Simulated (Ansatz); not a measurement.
**Run report: SiO2, single-point calculation (part 1 of 2)**

The run: single-point calculation of SiO2 (48 atoms in the cell). Method and program: DFT PBE, scalar-relativistic, plane waves, PAW, no spin polarisation (Ansatz 0.2.0).

The structure derives from an entry of the Crystallography Open Database. Figures and captions count atoms from 1; the log counts them from 0 in places.

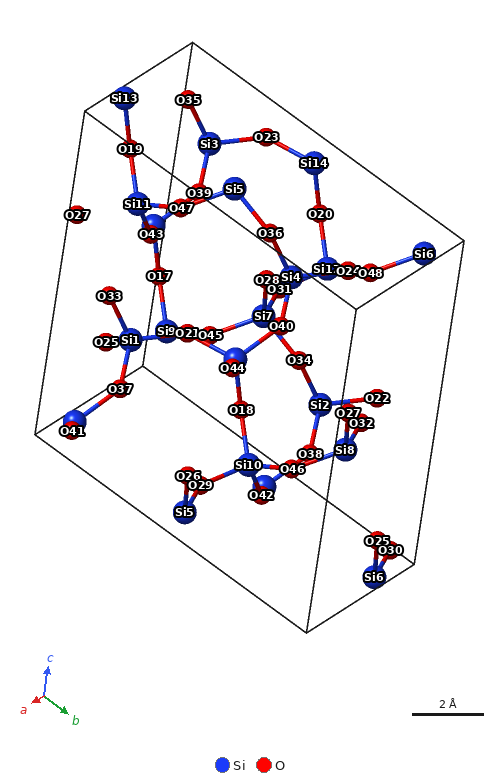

Figure 1. The structure (ball-and-stick view of the cell of the calculation, seen slightly off an axis; atoms are numbered from 1 in the order of the input). An atom can appear more than once, as a periodic image. Near neighbours in the periodic cell (some may lie outside the picture): Si has 4 O at 1.62 Å; O has 2 Si at 1.62 Å.

Key numbers

| quantity | value |
| --- | --- |
| outcome | converged |
| space group (tolerance 0.01 Å) | P4₃2₁2 (96) |
| electrons treated | 256 |
| free energy | −28384.4422 eV |
| Fermi energy | 5.082 eV |
| gap on the k-point mesh | 5.70 eV |
| largest force (length of the vector) | 0.202 eV/Å |
| hardware | 4 threads of Arm Neoverse N1, 98 GiB of memory available, shared host |
| wall time | 12 s (CPU time 46 s) |
| peak memory | 2.2 GiB |

Remarks

The program warns: the structure was made exactly symmetric.

Input file
```yaml
crystal:
  lattice:
    - [-4.9329, 4.9329, 6.4645]
    - [4.9329, -4.9329, 6.4645]
    - [4.9329, 4.9329, -6.4645]
  atoms:
    - { symbol: Si, position: [0.658853, 0.158852, 0.317705] }
    - { symbol: Si, position: [0.158852, 0.658853, 0.317705] }
    - { symbol: Si, position: [0.158852, 0.158852, 0.817705] }
    - { symbol: Si, position: [0.658853, 0.658853, 0.817705] }
    - { symbol: Si, position: [0.783853, 0.466148, 0.0] }
    - { symbol: Si, position: [0.283852, 0.966147, 0.0] }
    - { symbol: Si, position: [0.283852, 0.466148, 0.5] }
    - { symbol: Si, position: [0.783853, 0.966147, 0.5] }
    - { symbol: Si, position: [0.091148, 0.091148, 0.182295] }
    - { symbol: Si, position: [0.591148, 0.591148, 0.182295] }
    - { symbol: Si, position: [0.591148, 0.091148, 0.682295] }
    - { symbol: Si, position: [0.091148, 0.591148, 0.682295] }
    - { symbol: Si, position: [0.716147, 0.033853, 0.0] }
    - { symbol: Si, position: [0.216148, 0.533853, 0.0] }
    - { symbol: Si, position: [0.216148, 0.033853, 0.5] }
    - { symbol: Si, position: [0.716147, 0.533853, 0.5] }
    - { symbol: O, position: [0.08325, 0.035135, 0.316455] }
    - { symbol: O, position: [0.58325, 0.535135, 0.316455] }
    - { symbol: O, position: [0.58325, 0.035135, 0.816455] }
    - { symbol: O, position: [0.08325, 0.535135, 0.816455] }
    - { symbol: O, position: [0.660135, 0.34368, 0.451885] }
    - { symbol: O, position: [0.160135, 0.84368, 0.451885] }
    - { symbol: O, position: [0.160135, 0.34368, 0.951885] }
    - { symbol: O, position: [0.660135, 0.84368, 0.951885] }
    - { symbol: O, position: [0.46868, 0.016795, 0.183545] }
    - { symbol: O, position: [0.96868, 0.516795, 0.183545] }
    - { symbol: O, position: [0.96868, 0.016795, 0.683545] }
    - { symbol: O, position: [0.46868, 0.516795, 0.683545] }
    - { symbol: O, position: [0.641795, 0.45825, 0.048115] }
    - { symbol: O, position: [0.141795, 0.95825, 0.048115] }
    - { symbol: O, position: [0.141795, 0.45825, 0.548115] }
    - { symbol: O, position: [0.641795, 0.95825, 0.548115] }
    - { symbol: O, position: [0.79175, 0.108205, 0.451885] }
    - { symbol: O, position: [0.29175, 0.608205, 0.451885] }
    - { symbol: O, position: [0.29175, 0.108205, 0.951885] }
    - { symbol: O, position: [0.79175, 0.608205, 0.951885] }
    - { symbol: O, position: [0.714865, 0.16675, 0.183545] }
    - { symbol: O, position: [0.214865, 0.66675, 0.183545] }
    - { symbol: O, position: [0.214865, 0.16675, 0.683545] }
    - { symbol: O, position: [0.714865, 0.66675, 0.683545] }
    - { symbol: O, position: [0.90632, 0.089865, 0.048115] }
    - { symbol: O, position: [0.40632, 0.589865, 0.048115] }
    - { symbol: O, position: [0.40632, 0.089865, 0.548115] }
    - { symbol: O, position: [0.90632, 0.589865, 0.548115] }
    - { symbol: O, position: [0.233205, 0.28132, 0.316455] }
    - { symbol: O, position: [0.733205, 0.78132, 0.316455] }
    - { symbol: O, position: [0.733205, 0.28132, 0.816455] }
    - { symbol: O, position: [0.233205, 0.78132, 0.816455] }
basis:
  ecutwfc: 420
  fft_grid_basis: typed
kpoints:
  mp_grid: { grid: [2, 2, 2] }
hamiltonian:
  xc: pbe
  pseudopotentials: { kind: paw }
scf:
  occupations: { method: gaussian, width: 0.05 }
output:
  forces: true
  stress: false
  eigenvalues: true
  bader: false
  write_density: true
  volumetric_format: npy
```

Launch command:
```bash
ansatz run input.yaml --threads 4 --pin off --max-ram 10240MiB --backend cpu --events-out ev --progress --plain --runs-dir out
```

What the program printed
```
Warning: the atoms were moved onto the symmetric positions of the space group found under crystal.symmetry.tolerance 1.0e-5 (fractional; no operation is sought that the atoms, as they stand in a round, miss by more than twice it, and no atom is moved by as much as it), and the run uses the moved positions. Before a round's move an operation carried an atom to 1.46e-5 Å from where it should land, the largest such distance. Atom 6 (counting from 0) moved farthest, by 7.85e-6 Å; the longest move in fractions of the cell, of whichever atom, is 0.08 of the tolerance, in 1 round. To run the atoms as typed, lower crystal.symmetry.tolerance until the operations that they miss are no longer found, or set crystal.symmetry.detect: false (a key that needs symmetry detection or time reversal refuses this as the deck is read). The positions used, in the order of the run's atom list: position: [0.6588525625, 0.15885256250000002, 0.31770512500000003]; position: [0.15885256250000002, 0.6588525625, 0.31770512500000003]; position: [0.15885256250000002, 0.15885256250000002, 0.817705125]; position: [0.6588525625, 0.6588525625, 0.817705125]; position: [0.7838525625, 0.4661474375, 0.0]; position: [0.2838525625, 0.9661474375, 0.0]; position: [0.2838525625, 0.4661474375, 0.5]; position: [0.7838525625, 0.9661474375, 0.5]; position: [0.0911474375, 0.09114743749999997, 0.18229487499999997]; position: [0.5911474375, 0.5911474375, 0.18229487499999997]; position: [0.5911474375, 0.09114743749999997, 0.682294875]; position: [0.0911474375, 0.5911474375, 0.682294875]; position: [0.7161474375, 0.0338525625, 0.0]; position: [0.21614743749999998, 0.5338525625, 0.0]; position: [0.21614743749999998, 0.0338525625, 0.5]; position: [0.7161474375, 0.5338525625, 0.5]; position: [0.08325000000000002, 0.035134999999999986, 0.316455]; position: [0.58325, 0.535135, 0.316455]; position: [0.58325, 0.035134999999999986, 0.816455]; position: [0.08325000000000002, 0.535135, 0.816455]; position: [0.660135, 0.34368, 0.451885]; position: [0.16013499999999997, 0.84368, 0.451885]; position: [0.16013499999999997, 0.34368, 0.951885]; position: [0.660135, 0.84368, 0.951885]; position: [0.46868, 0.016795000000000008, 0.183545]; position: [0.96868, 0.516795, 0.183545]; position: [0.96868, 0.016795000000000008, 0.683545]; position: [0.46868, 0.516795, 0.683545]; position: [0.641795, 0.45825, 0.048115]; position: [0.141795, 0.95825, 0.048115]; position: [0.141795, 0.45825, 0.548115]; position: [0.641795, 0.95825, 0.548115]; position: [0.79175, 0.10820499999999998, 0.451885]; position: [0.29174999999999995, 0.608205, 0.451885]; position: [0.29174999999999995, 0.10820499999999998, 0.951885]; position: [0.79175, 0.608205, 0.951885]; position: [0.714865, 0.16674999999999998, 0.183545]; position: [0.214865, 0.66675, 0.183545]; position: [0.214865, 0.16674999999999998, 0.683545]; position: [0.714865, 0.66675, 0.683545]; position: [0.90632, 0.089865, 0.048115]; position: [0.40632, 0.589865, 0.048115]; position: [0.40632, 0.089865, 0.548115]; position: [0.90632, 0.589865, 0.548115]; position: [0.23320499999999997, 0.28132, 0.316455]; position: [0.733205, 0.78132, 0.316455]; position: [0.733205, 0.28132, 0.816455]; position: [0.23320499999999997, 0.78132, 0.816455];
Engine: ansatz 0.2.0, aarch64-unknown-linux-gnu
Pseudopotentials: kind: paw
Pseudopotential: Si, paw, valence charge 4, recommended cutoff 420 eV (normal), Si.paw.azcp
Pseudopotential: O, paw, valence charge 6, recommended cutoff 420 eV (normal), O.paw.azcp
Functional definition: PBE
  parameter kappa = 0.804
  parameter beta = 0.06672455060314922
  exchange = pbe_x(kappa = kappa, mu = beta*pi^2/3)
  correlation = pbe_c(beta = beta)
Crystal: 48 atoms, lattice volume = 629.216 Å³
Basis set: ecut = 420 eV, 12345 PW (Γ), exchange–correlation on 128×128×128 points (8 copies of the dense FFT grid, shifted against one another)
Bands: 176, of which v1, the nominal top of the filled ones, is band 128 counted from 1 (127 counted from 0)
Symmetry: 32 space group operations
Space group: P43212 (ITA 96), of the structure as read, at distance tolerance 8.6e-5 Å
k-points: 4 of 8
Non-local potential: Si, projectors of the file, l = 0: 2, l = 1: 2, l = 2: 2
Non-local potential: O, projectors of the file, l = 0: 2, l = 1: 2, l = 2: 1
PAW form: soft (Blöchl's): semilocal exchange-correlation on the pseudo side does not see the compensation charge
PAW one-centre angular grid: Si, 110 points (default); XC on 64 Gauss nodes
PAW one-centre angular grid: O, 110 points (default); XC on 64 Gauss nodes
Initial density: superposition of atomic densities (neutral atoms: chi_scale 0, normalization atom), corrected by the library's trained network
Initial wavefunctions: pseudopotential atomic-orbital guess
Functional: x = pbe(κ = 0.804, μ = 0.2195149727645171), c = pbe(β = 0.06672455060314922)
SCF iter   1: F=—  HF=-28384.418584 eV  |F-HF|=—  |Δ(HF+E_count)|=         —  Δρ=1.17e-3  dr2=2.31e-3  ethr=1.77e-3  ⟨swp⟩=6.0  Hψ=3325  notcnv=0  defer=81
preconditioner: auto → Resta (q_TF=auto, 2.349 Å⁻¹)  ε∞=3.0  [insulator: Δε(μ)=5.701 eV  Ē_g=16.795 eV  σ=0.050 eV  W_gap=1.00  n_scr=152 (ndim 8)  ℏωp=23.7 eV  f_vac=0.153  D(μ)=0.00/eV (n_scr^D=0)  ε∞_Penn≈3.0]
SCF iter   2: F=—  HF=-28384.437944 eV  |F-HF|=—  |Δ(HF+E_count)|=   1.94e-2  Δρ=6.56e-4  dr2=9.35e-4  ethr=9.01e-7  ⟨swp⟩=2.8  Hψ=1384  notcnv=0  defer=145
SCF iter   3: F=—  HF=-28384.441433 eV  |F-HF|=—  |Δ(HF+E_count)|=   3.49e-3  Δρ=2.74e-4  dr2=2.81e-4  ethr=3.65e-7  ⟨swp⟩=2.0  Hψ=1049  notcnv=0  defer=33
automatic band count: iteration 3 solves 148 bands in place of 176: the levels show a gap, and the empty bands left out lie too high to hold charge; the band table lists the bands solved (type scf.n_extra_bands for more)
SCF iter   4: F=—  HF=-28384.441498 eV  |F-HF|=—  |Δ(HF+E_count)|=   6.54e-5  Δρ=5.81e-5  dr2=1.35e-5  ethr=1.10e-7  ⟨swp⟩=2.0  Hψ=1022  notcnv=0  defer=33
SCF iter   5: F=—  HF=-28384.442202 eV  |F-HF|=—  |Δ(HF+E_count)|=   7.04e-4  Δρ=3.00e-5  dr2=3.89e-6  ethr=5.26e-9  ⟨swp⟩=3.0  Hψ=1119  notcnv=0  defer=33
SCF iter   6: F=-28384.442206 eV  HF=-28384.442206 eV  |F-HF|=5.36e-8  |Δ(HF+E_count)|=   3.35e-6  Δρ=3.65e-6  dr2=6.84e-8  ethr=3.91e-11  ⟨swp⟩=10.8  Hψ=3118  notcnv=0
SCF 1 converged in 6 iterations: F = -28384.442206 eV  dr2 = 6.84e-8
  greatest PAW one-centre occupation: 0.863 electrons in one spin orbital (limit 2), on the O atom at site 27 (counted from 0), in its partial waves of l = 0
```

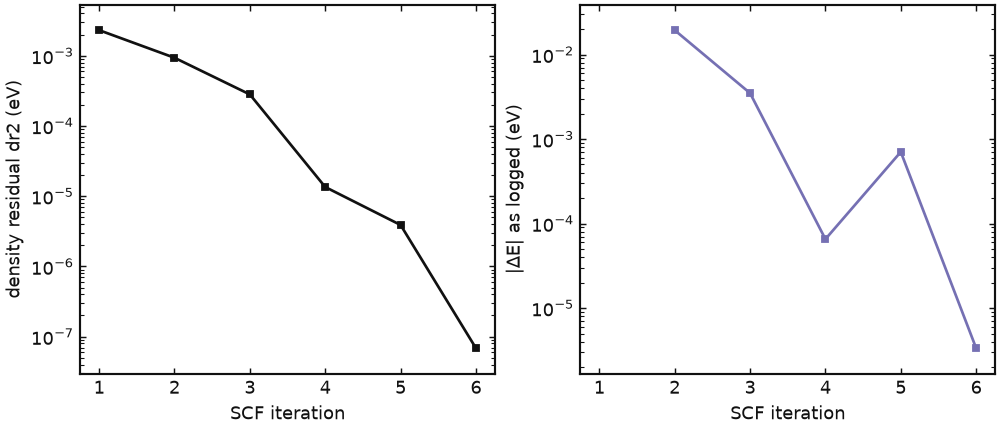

Figure 2. Convergence of the self-consistent field: density residual dr2 and size of the energy change against the SCF iteration. The residual falls at every step.

```
SCF converged after 6 iterations
Free energy (F): -28384.442206 eV
Harris-Foulkes:  -28384.442206 eV  (|F-HF|=5.36e-8)
Internal energy: -28384.442206 eV  (E = F + TS)
E sigma→0 (E₀):  -28384.442206 eV
Fermi energy:    5.081866 eV
--- Per-component energies (eV) ---
  E_band       = -1196.953260
  E_kinetic    = 6440.429206
  E_local      = -16343.930161  (includes V_loc(G=0)·N_el)
  E_nonlocal   = 1923.519193
  E_hartree    = 5901.396677
  E_xc         = -3270.288441
  E_vxc        = -3796.080677  (∫ρ·V_xc dr)
  E_paw        = -13298.401492  (= ΣΔE_a)
  E_vpaw       = -1223.783066  (= ΣTr[D̂ρ^β])
  E_aug_tail   = 0.083129  (compensation charges beyond the density's cutoff)
  E_ewald      = -9737.250318
  E_smearing   = -0.000000  (= −TS)
  E_closure    = 0.000000  (closes the sum)
  Σ components = -28384.442206   (vs F -28384.442206, Δ=0.00e0)
```
